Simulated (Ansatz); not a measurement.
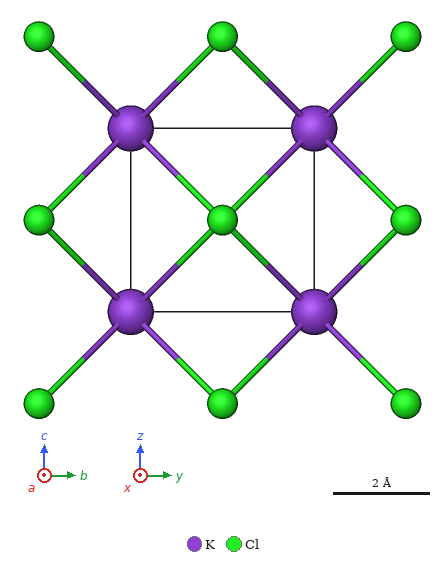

A crystal of KCl (Pm-3m): the ratio of the cell's length along z to its lengths across, counted as 1 for the reference, is changed at fixed volume (a tetragonal or Bain path), with the atoms kept at their fractional coordinates. x, y and z are the Cartesian axes of the input. The picture shows the reference cell. A ball-and-stick model of the cell of the calculation, seen along the a axis.

Computed with Ansatz 0.2.0, DFT PBE, scalar-relativistic, plane waves, PAW. (plane-wave cutoff 420 eV; k-point mesh 8 × 8 × 8; occupations gaussian; smearing width 0.05 eV; no spin polarisation). Energies (free energies at the smearing named) are counted from the cell as listed in its source, which wasn't relaxed.

Input file:
```yaml
crystal:
  lattice:
    - [3.839196, 0.0, 0.0]
    - [0.0, 3.839196, 0.0]
    - [0.0, 0.0, 3.839196]
  atoms:
    - { symbol: K, position: [0.0, 0.0, 0.0] }
    - { symbol: Cl, position: [0.5, 0.5, 0.5] }
basis:
  ecutwfc: 420
kpoints:
  mp_grid: { grid: [8, 8, 8] }
hamiltonian:
  xc: pbe
scf:
  occupations: { method: gaussian, width: 0.05 }
output:
  forces: true
  stress: true
  eigenvalues: true
```

**What energies does the calculation give (the relative ratio: 0.650, 0.707, 0.780, 0.850, 0.920, 0.960, 1.000, 1.050, 1.100, 1.200, 1.300, 1.414, 1.500)?**

```csv
axial ratio over its reference value,energy change (meV/atom)
0.650,591
0.707,354
0.780,169
0.850,69
0.920,18
0.960,4
1.000,0
1.050,6
1.100,23
1.200,85
1.300,181
1.414,326
1.500,457
```

The lowest computed point lies at the relative ratio 1.00 (0 meV/atom). The distortion takes the space group from Pm-3m to P4/mmm. At the relative ratio 1.50 the cell of the drawing goes a 3.839 → 3.354 Å, b 3.839 → 3.354 Å, c 3.839 → 5.031 Å.

The computed profile:

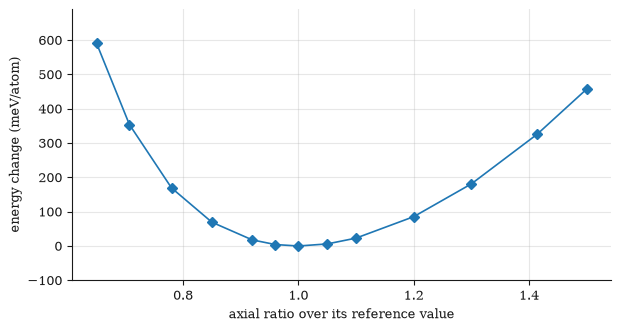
